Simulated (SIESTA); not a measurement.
System: MgO₂, space group R-3m (No. 166).

Structure:
```cif
data_structure
_symmetry_space_group_name_H-M 'P 1'
_symmetry_Int_Tables_number 1
_cell_length_a 3.9549
_cell_length_b 3.9549
_cell_length_c 3.9549
_cell_angle_alpha 47.878
_cell_angle_beta 47.878
_cell_angle_gamma 47.878
_cell_volume 31.17
loop_
_atom_site_label
_atom_site_type_symbol
_atom_site_fract_x
_atom_site_fract_y
_atom_site_fract_z
_atom_site_occupancy
Mg1 Mg 0.00000 0.00000 0.00000 1
O1 O 0.57121 0.57121 0.57121 1
O2 O 0.42879 0.42879 0.42879 1
```

Method: DFT in numerical atomic orbitals with pseudopotentials, no spin polarisation; energies at scaled volumes of the given cell, shape and fractions fixed, counted from the fit's minimum, third-order Birch-Murnaghan fit (SIESTA 5.4.2). Level: PBEsol.

k mesh 10×10×10; occupations Fermi–Dirac; smearing width 0.05 eV; potentials PseudoDojo 0.4 standard, converted to PSML, two zetas on semicore shells; program settings basis DZP, mesh cutoff 800 Ry.

What does the calculation give for the energy and pressure against volume? The volume takes the values 9.77, 9.97, 10.18, 10.39, 10.60, 10.81, 11.01 Å³/atom.

A third-order Birch–Murnaghan fit gives V0 = 10.24 Å³/atom, B0 = 137 GPa and B′ = 3.8. The energy is 9.98 meV/atom at volume 9.77 Å³/atom and 22.40 meV/atom at 11.01 Å³/atom; the lowest computed point is at volume 10.18 Å³/atom (0.13 meV/atom). The pressure falls from 7.04 GPa at volume 9.77 Å³/atom to −8.61 GPa at 11.01 Å³/atom, and changes sign near 10.24 Å³/atom.

```
volume (Å³/atom)  energy (meV/atom)  pressure (GPa)
            9.77               9.98            7.04
            9.97               3.03            3.74
           10.18               0.13            0.77
           10.39               0.95           -1.96
           10.60               5.10           -4.42
           10.81              12.48           -6.64
           11.01              22.40           -8.61
```

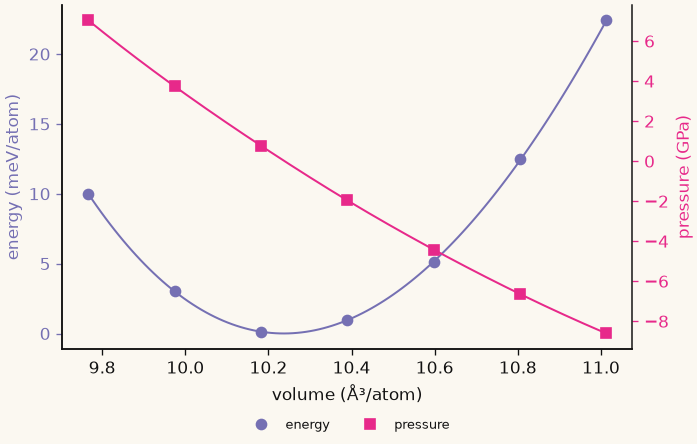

Keep in mind: mulliken charges of long orbitals; shape and atomic fractions are frozen while scaling, which makes layered, chain and framework solids too stiff.
